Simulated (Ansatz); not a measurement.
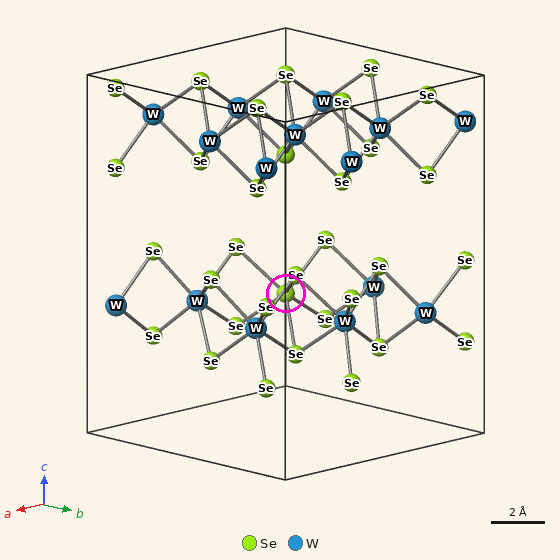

Drawn in the ball-and-stick manner and seen from a general direction. Atoms at the boundary of the supercell (the box) are drawn once for each face, edge or corner they touch. The host is WSe2, in a cell of 42 sites, and the cell carries a charge of -1. A ring marks the defect's site.

> Spot the defect.

Selenium on a tungsten site (an antisite). It is bonded to six Se in a trigonal prismatic arrangement at about 2.6 Å. Not all metal-metal contacts are counted.

Results below were computed with DFT PBE, scalar-relativistic, plane waves, PAW (Ansatz); the settings were a kinetic-energy cutoff of 420 eV, a 2×2×2 sampling of the Brillouin zone, Gaussian smearing of 0.01 eV, collinear spins.

> Does the calculation give a net moment?

Yes, 0.5 μB in the cell.

The atoms were relaxed in the host's cell with DFT PBE, scalar-relativistic, plane waves, PAW in Ansatz.
